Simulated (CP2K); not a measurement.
```yaml
crystal:
  lattice:
    - [4.25517, 0.00000, 0.00000]
    - [0.00000, 4.25517, 0.00000]
    - [0.00000, 0.00000, 1.28229]
  atoms:
    - { symbol: C, position: [0.50000, 0.50000, 0.50000] }
```

Space group P4/mmm; a generated structure, not necessarily the stable one.

Computed with Kohn-Sham DFT of a periodic cell, AM05, GTH-PBE with UZH-TZVP basis in CP2K.

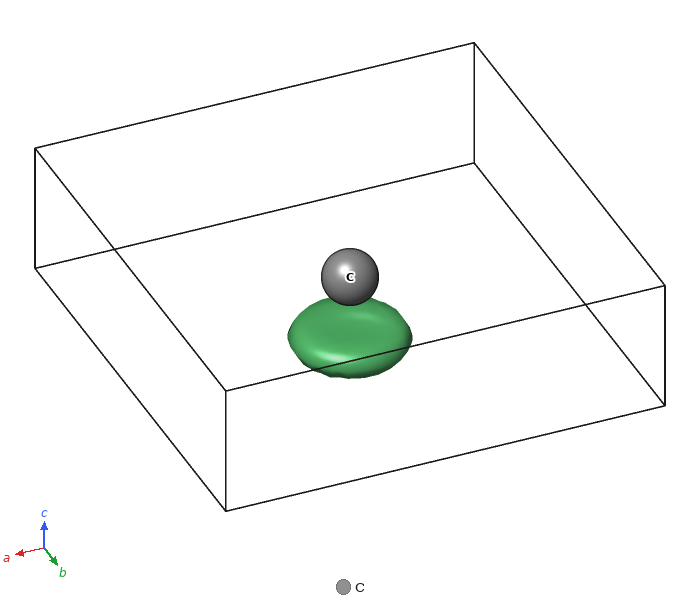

C. Isosurface of the electron localisation function at 0.85 (green), seen at an oblique angle. Only the valence region is drawn (cores and ρ < 0.01 e/Å³ removed).

Core electrons are replaced by pseudopotentials, and the valence fields are smoothed inside the atomic spheres.

What do the ELF domains correspond to?

The ELF exceeds this value in one region between bonded C–C atoms (shared pairs), counted in one cell of 1 atoms. Regions shared between cells count once. Along the contacts the grid gives the following. C–C (1.28 Å): the ELF peaks at about 0.90 between the atoms (inside overlapping core regions, so only a guide): a short, multiple covalent bond.
